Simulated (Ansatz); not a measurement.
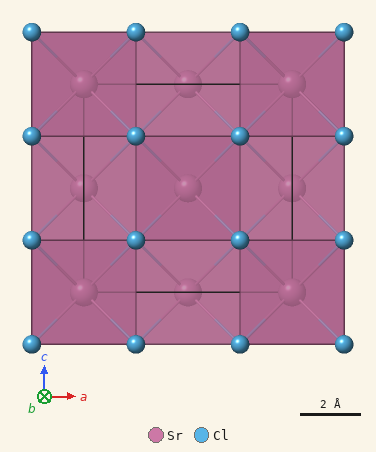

This is the input geometry for a relaxation of crystalline SrCl2 (set up in Fm-3m). Style: polyhedral. Shown: the conventional cell (4 times the calculation's cell), along the b axis. Lengths and directions refer to the drawn axes.

Computed with DFT PBEsol, scalar-relativistic, plane waves, PAW (Ansatz).

Input file:
```yaml
crystal:
  lattice:
    - [0.0, 3.4997473228, 3.4997473228]
    - [3.4997473228, 0.0, 3.4997473228]
    - [3.4997473228, 3.4997473228, 0.0]
  atoms:
    - { symbol: Sr, position: [0.0, 0.0, 0.0] }
    - { symbol: Cl, position: [0.75, 0.75, 0.75] }
    - { symbol: Cl, position: [0.25, 0.25, 0.25] }
basis:
  ecutwfc: 420
kpoints:
  mp_grid: { grid: [6, 6, 6] }
hamiltonian:
  xc: pbesol
scf:
  occupations: { method: gaussian, width: 0.02 }
output:
  forces: true
  stress: true
  eigenvalues: true
  write_density: true
  write_potential: true
  elf: true
  volumetric_format: npy
relax:
  adjacent_minimum: "off"
  f_tol: 0.005
  max_steps: 80
  cell: { stress_tol: 0.05 }
```

Run as
```bash
ansatz run input.yaml --threads 8 --pin off --max-ram 14336MiB --backend cpu --events-out ev --progress --plain --runs-dir out
```

> What does the optimiser find from here?

After 2 accepted moves (3 points after the start) the energy has fallen by 4.9 meV per atom. All forces vanish by symmetry, so only the cell relaxes. Pressure: −1.37 GPa at the start and 0.01 GPa at the end. At 1 point the geometry stayed and the basis and grid were re-selected for the new cell (energy shift of less than 0.05 meV per atom at most each time). No atom moves by more than 0.005 Å relative to the cell. The drawn cell changes as follows: a = b = c 6.999 → 6.908 Å (−1.3 %); the volume changes by −3.9 %. Some distances before and after: Sr1–Cl2 3.031 → 2.991 Å. The space group stays Fm-3m (No. 225). Cost: 0.89 s on 8 threads of Intel(R) Xeon(R) 6975P-C (Granite Rapids) (shared host), peak memory 0.42 GiB.

The end point in the same view:

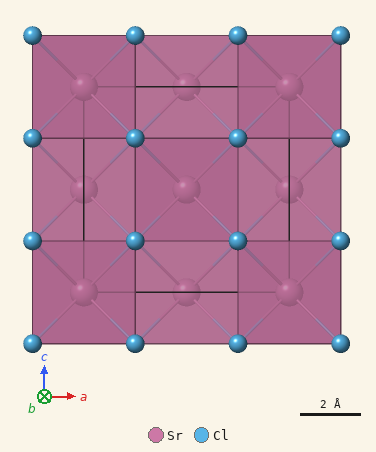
